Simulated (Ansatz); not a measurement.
**Run report: Y, geometry relaxation (part 2 of 2)**

Y (slab, 2 atoms in the cell); DFT, PBE, PAW with Ansatz's default frozen-core files, scalar-relativistic, no spin polarisation (Ansatz 0.2.0); cutoff 420 eV, 9×7×1 k-mesh, Fermi–Dirac smearing of 0.05 eV. It belongs to a series of runs on one base structure; here: atoms relaxed, PAW files.

Geometry of the input (Å; fractional positions):
```
3.5795  0.0000  0.0000
0.0000  5.0622  0.0000
0.0000  0.0000  17.7898
Y  0.2500  0.2500  0.4497
Y  0.7500  0.7500  0.5503
```

```
WARN: The output density's exchange-correlation potential varies sharply where the density is thin. Do not read a vacuum level from v_tot or v_xc, or from such a field of the output density. On a cell that repeats whose density bears no net charge and no dipole along the vacuum's axis use v_es (v_loc + v_h of the components); under efield.dipole_correction with no amplitude use v_es + v_field, which holds any external_charges[].barrier, or the levels of the report's work_function block, which leave it out; under a non-zero efield.amplitude the vacuum is tilted and has no level; on a cell that repeats and bears such a dipole with no correction it is tilted too, and efield.dipole_correction with no amplitude gives each side of its ramp a level where efield: is served; in a cell that repeats whose density bears a net charge (total_charge, or a fill off its count) it is curved and has none; of a slab under crystal.periodic whose density bears no net charge use v_es, which has a level on each side, short of where the two are joined; of another it falls or rises all the way out and has none; of a slab beside external_charges read slab_vacuum_level instead, which it has where they leave it neutral. The grid or the basis barely resolves most such structure, and the values can differ between equally converged runs; as a rule a tighter scf.convergence.dr2_threshold does not remove it. Where the density itself ripples (under the LDA too) a higher basis.ecutwfc lessens it. The files hold the spikes' plane waves up to the density's cutoff. Files: v_tot_of_output_density and the like, and their columns of v_z.tsv (output.write_potential); v_xc_of_output_density and the like, and their columns of v_comp_z.tsv (output.write_potential_components). Measured: with its Gaussian average of σ = 0.25 Å subtracted twice, the exchange-correlation potential is over 0.1 eV at 20 of the grid points where the equally averaged density (valence and model cores) is under 1e-3 e/Å³, and 0.113 eV at the most among them, at an averaged density of 3.4e-8 e/Å³. See output.write_potential in the manual, Limitations
SCF converged after 2 iterations
Free energy (F): -7694.737954 eV
Harris-Foulkes:  -7694.737954 eV  (|F-HF|=2.74e-8)
Internal energy: -7694.695421 eV  (E = F + TS)
E sigma→0 (E₀):  -7694.716687 eV
Entropy (-TS):   -0.042533 eV (-21.267 meV/atom)
Fermi energy:    -0.315312 eV
Dipole field:    D = 0.000000 V/Å  (p = 0.000000 e·Å, saw-weighted, corrected)
Work function:   Φ+ = 2.9410 eV   Φ− = 2.9410 eV
Levels:          The Fermi level and band energies are counted from a zero that moves with the ramp; work functions are not
--- Per-component energies (eV) ---
  E_band       = -466.428944
  E_kinetic    = 603.940887
  E_local      = -6136.273090  (includes V_loc(G=0)·N_el)
  E_nonlocal   = 100.874514
  E_hartree    = 2731.884667
  E_xc         = -342.256844
  E_vxc        = -392.204039  (∫ρ·V_xc dr)
  E_paw        = -5650.687794  (= ΣΔE_a)
  E_vpaw       = -106.542903  (= ΣTr[D̂ρ^β])
  E_aug_tail   = 0.000006  (compensation charges beyond the density's cutoff)
  E_efield     = 0.000000  (sawtooth field / dipole correction)
  E_vefield    = 0.000000  (∫n·V_field dr)
  E_ewald      = 997.822231
  E_smearing   = -0.042533  (= −TS)
  E_closure    = -0.000000  (closes the sum)
  Σ components = -7694.737954   (vs F -7694.737954, Δ=0.00e0)
--- Forces (eV/Å), atoms counted from 1 ---
  atom   1  Y      0.00000000     0.00000000    -0.00651903
  atom   2  Y      0.00000000     0.00000000     0.00651897
  max |Σ_I F_I| component: 6.23e-8 eV/Å
--- Stress (GPa, compression-positive) ---
       -0.658460       0.000000       0.000000
        0.000000      -1.492599       0.000000
        0.000000       0.000000       0.005370
  P = ⅓ Tr σ = -0.7152 GPa (-7.152 kbar)
--- Band table (eV; the first three rows and the last of 20) ---
  k-point 0: bands = ["-43.7192", "-43.6635", "-23.8446", "-23.7654", "-23.7527", "-23.5071", "-23.4319", "-23.3788", "-3.7405", "-1.5862", "-0.9313", "0.3033", "0.3865", "0.5715", "1.1967"]
  k-point 1: bands = ["-43.7165", "-43.6663", "-23.8478", "-23.8095", "-23.6975", "-23.5008", "-23.4416", "-23.3851", "-3.6012", "-1.6328", "-0.8401", "0.2513", "0.3520", "0.6598", "1.0609"]
  k-point 2: bands = ["-43.7087", "-43.6740", "-23.8555", "-23.8434", "-23.6321", "-23.4831", "-23.4697", "-23.4030", "-3.2085", "-1.7827", "-0.6343", "-0.0742", "0.4780", "0.8162", "1.0677"]
  k-point 19: bands = ["-43.6717", "-43.6696", "-23.8201", "-23.8113", "-23.7697", "-23.7546", "-23.4934", "-23.4854", "-1.1004", "-0.9812", "-0.1965", "-0.1878", "0.5906", "0.6072", "1.5535"]
--- Relaxed structure (4 steps of the walk, 4 accepted, 0 SCFs on fresh bases) ---
  F+E_penalty+E_count = -7694.73795408 eV   max|allowed force component| = 6.519e-3 eV/Å
  atoms:
    - { symbol: Y, position: [0.25, 0.25, 0.45464720789133534] }
    - { symbol: Y, position: [0.75, 0.75, 0.5453527921086646] }
```

**File rho_z.tsv**
```
# z_ang	rho[e/angstrom^3]
# format = ansatz-planar-average/11
# lattice	3.579511039	0.000000000	0.000000000
# lattice	0.000000000	5.062193059	0.000000000
# lattice	0.000000000	0.000000000	17.789800000
# sites	2
# site	39	0.894877760	1.265548265	8.088082899
# site	39	2.684633279	3.796644794	9.701717101
0.000000	-3.197948e-8
0.148248	8.449436e-8
0.296497	-2.483129e-8
0.444745	1.197870e-7
0.592993	4.177855e-8
0.741242	2.050007e-7
0.889490	1.519782e-7
1.037738	3.724105e-7
1.185987	3.916428e-7
1.334235	6.889252e-7
1.482483	8.121449e-7
1.630732	1.277358e-6
1.778980	1.621223e-6
1.927228	2.365555e-6
2.075477	3.088525e-6
2.223725	4.377600e-6
2.371973	5.825473e-6
2.520222	8.074967e-6
2.668470	1.082643e-5
2.816718	1.487438e-5
2.964967	2.002599e-5
3.113215	2.728286e-5
3.261463	3.676811e-5
3.409712	4.989593e-5
3.557960	6.719914e-5
3.706208	9.075429e-5
3.854457	1.220353e-4
4.002705	1.643116e-4
4.150953	2.204082e-4
4.299202	2.956059e-4
4.447450	3.955039e-4
4.595698	5.288635e-4
4.743947	7.054259e-4
4.892195	9.397718e-4
5.040443	1.249366e-3
5.188692	1.658089e-3
5.336940	2.194103e-3
5.485188	2.895062e-3
5.633437	3.805790e-3
5.781685	4.982084e-3
5.929933	6.489314e-3
6.078182	8.414406e-3
6.226430	1.087566e-2
6.374678	1.406071e-2
6.522927	1.830606e-2
6.671175	2.428578e-2
6.819423	3.338228e-2
6.967672	4.844598e-2
7.115920	7.487262e-2
7.264168	1.203159e-1
7.412417	1.894976e-1
7.560665	2.760290e-1
7.708913	3.603221e-1
7.857162	4.215368e-1
8.005410	4.529729e-1
8.153658	4.592123e-1
8.301907	4.406448e-1
8.450155	3.938011e-1
8.598403	3.279927e-1
8.746652	2.696705e-1
8.894900	2.464822e-1
9.043148	2.696705e-1
9.191397	3.279927e-1
9.339645	3.938011e-1
9.487893	4.406448e-1
9.636142	4.592123e-1
9.784390	4.529729e-1
9.932638	4.215368e-1
10.080887	3.603221e-1
10.229135	2.760290e-1
10.377383	1.894976e-1
10.525632	1.203159e-1
10.673880	7.487262e-2
10.822128	4.844598e-2
10.970377	3.338228e-2
11.118625	2.428578e-2
11.266873	1.830606e-2
11.415122	1.406071e-2
11.563370	1.087566e-2
11.711618	8.414407e-3
11.859867	6.489314e-3
12.008115	4.982084e-3
12.156363	3.805791e-3
12.304612	2.895062e-3
12.452860	2.194103e-3
12.601108	1.658089e-3
12.749357	1.249366e-3
12.897605	9.397719e-4
13.045853	7.054260e-4
13.194102	5.288635e-4
13.342350	3.955039e-4
13.490598	2.956059e-4
13.638847	2.204082e-4
13.787095	1.643116e-4
13.935343	1.220352e-4
14.083592	9.075428e-5
14.231840	6.719912e-5
14.380088	4.989591e-5
14.528337	3.676811e-5
14.676585	2.728286e-5
14.824833	2.002599e-5
14.973082	1.487438e-5
15.121330	1.082643e-5
15.269578	8.074966e-6
15.417827	5.825468e-6
15.566075	4.377601e-6
15.714323	3.088519e-6
15.862572	2.365554e-6
16.010820	1.621221e-6
16.159068	1.277353e-6
16.307317	8.121447e-7
16.455565	6.889237e-7
16.603813	3.916421e-7
16.752062	3.724095e-7
16.900310	1.519790e-7
17.048558	2.050008e-7
17.196807	4.177907e-8
17.345055	1.197875e-7
17.493303	-2.483111e-8
17.641552	8.449431e-8
```

**Trajectory as extended XYZ (Å, eV, eV/Å), 4 frames, from step=1 to step=4**
```
2
Lattice="3.5795 0.0000 0.0000 0.0000 5.0622 0.0000 0.0000 0.0000 17.7898" Properties=species:S:1:pos:R:3:forces:R:3 step=1 energy=-7694.71785
Y     0.8949    1.2655    8.0000    0.0000   0.0000   0.2272
Y     2.6846    3.7966    9.7898    0.0000   0.0000  -0.2272
2
Lattice="3.5795 0.0000 0.0000 0.0000 5.0622 0.0000 0.0000 0.0000 17.7898" Properties=species:S:1:pos:R:3:forces:R:3 step=2 energy=-7694.73715
Y     0.8949    1.2655    8.0690    0.0000   0.0000   0.0480
Y     2.6846    3.7966    9.7208    0.0000   0.0000  -0.0480
2
Lattice="3.5795 0.0000 0.0000 0.0000 5.0622 0.0000 0.0000 0.0000 17.7898" Properties=species:S:1:pos:R:3:forces:R:3 step=3 energy=-7694.73795
Y     0.8949    1.2655    8.0881    0.0000   0.0000  -0.0065
Y     2.6846    3.7966    9.7017    0.0000   0.0000   0.0065
2
Lattice="3.5795 0.0000 0.0000 0.0000 5.0622 0.0000 0.0000 0.0000 17.7898" Properties=species:S:1:pos:R:3:forces:R:3 step=4 energy=-7694.73795
Y     0.8949    1.2655    8.0881    0.0000   0.0000  -0.0065
Y     2.6846    3.7966    9.7017    0.0000   0.0000   0.0065
```

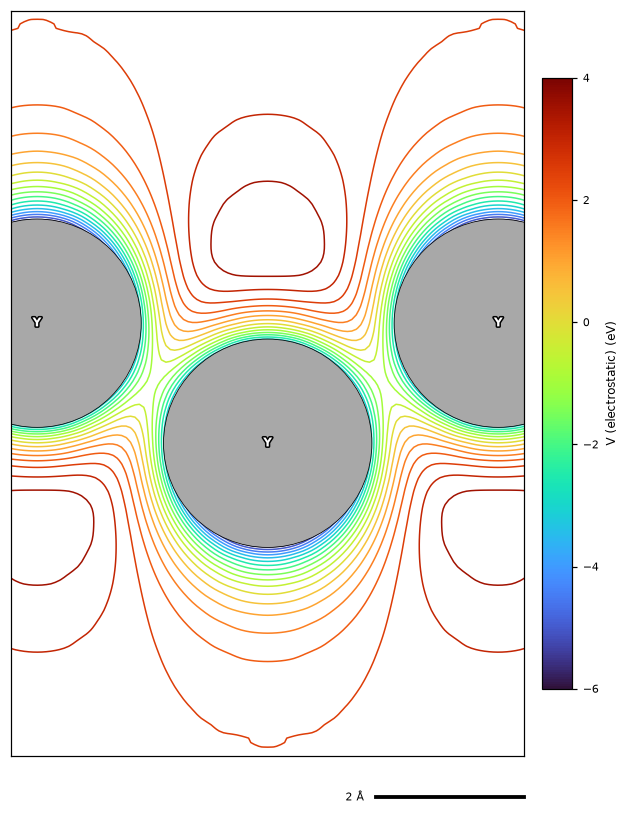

Fig. 1: Electrostatic potential (local pseudopotential plus Hartree) felt by an electron on the (110) plane of the calculation cell, a cut from vacuum to vacuum. Grey discs, where drawn, cover atomic cores. Atoms in the plane: Y. The fields are those of the smooth PAW valence density.

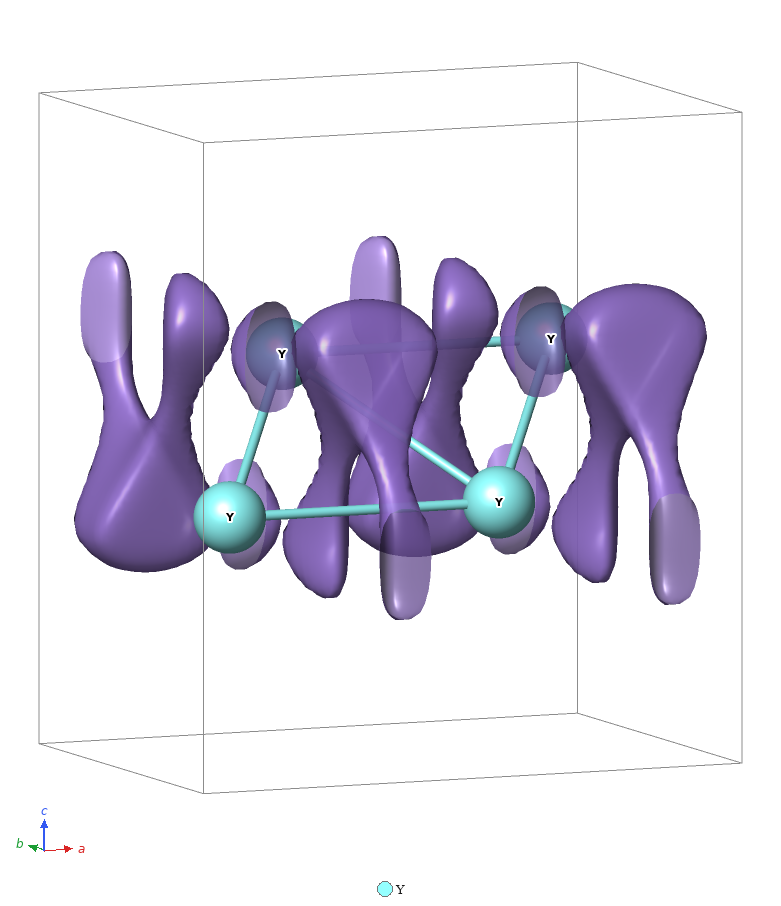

Fig. 2: Isosurface of the electron localisation function at 0.55 (purple), seen slightly off an axis. Core shells and regions of very low density are left out. Sticks mark near contacts. Along the contacts the grid gives the following. Y–Y (3.49 Å): the ELF is about 0.25 at the midpoint; no localised pair between them. Y–Y (3.58 Å): the ELF is about 0.35 at the midpoint (no shared electron pair).

**Results in brief**

```json
{"quantity": "outcome", "value": "converged"}
{"quantity": "electrons treated", "value": "22"}
{"quantity": "free energy", "value": "−7694.7380 eV"}
{"quantity": "Fermi energy", "value": "−0.315 eV"}
{"quantity": "final volume", "value": "322.35 Å³"}
{"quantity": "largest force (length of the vector) at the end", "value": "0.007 eV/Å"}
{"quantity": "hardware", "value": "1 thread of Arm Neoverse V2, 24 GiB of memory available, shared host"}
{"quantity": "wall time", "value": "27 s"}
{"quantity": "peak memory", "value": "0.45 GiB"}
```

**Notes**

The program warns: the SCF threshold is looser than advised for the printed stress; the exchange-correlation potential is rough where the density is thin.
